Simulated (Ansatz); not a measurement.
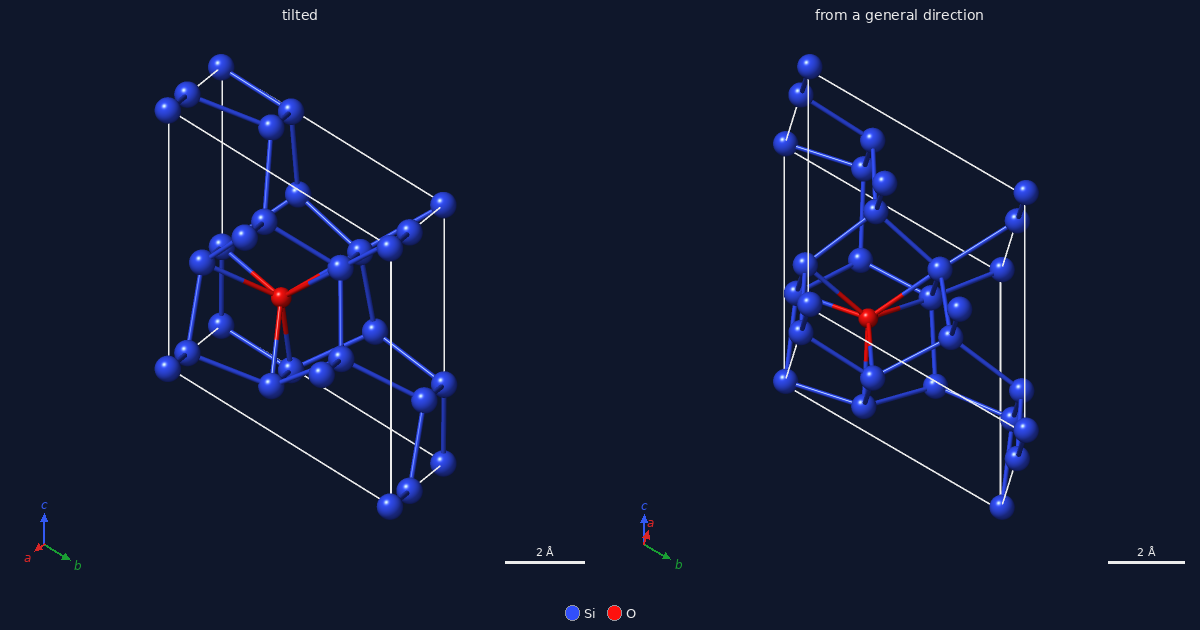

Crystal structure, ball-and-stick style, seen slightly off an axis and from a general direction. The edges of the supercell are marked. The host is Si, in a cell of 12 sites, and the cell carries a charge of +1.

**Which defect is modelled here, and what are its neighbours?**

An interstitial oxygen atom. It is bonded to six Si at about 2.4 Å.

Run with DFT PBE, scalar-relativistic, plane waves, PAW (Ansatz 0.2.0) and these settings: a basis cut at 420 eV, a 3×3×3 mesh of k-points, Gaussian smearing of 0.02 eV, collinear spins.

**Is there a net spin in the supercell?**

Yes, 0.1 μB in the cell.

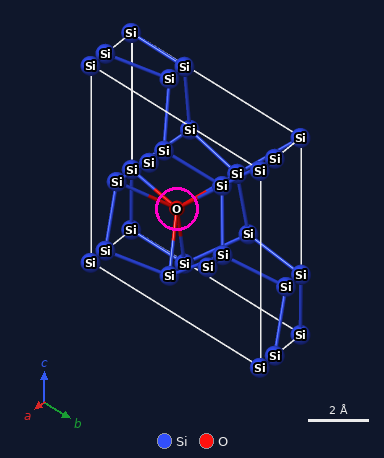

The same cell with a ring at the defect's site.

The atoms were relaxed in the host's cell with Ansatz, DFT PBE, scalar-relativistic, plane waves, PAW.
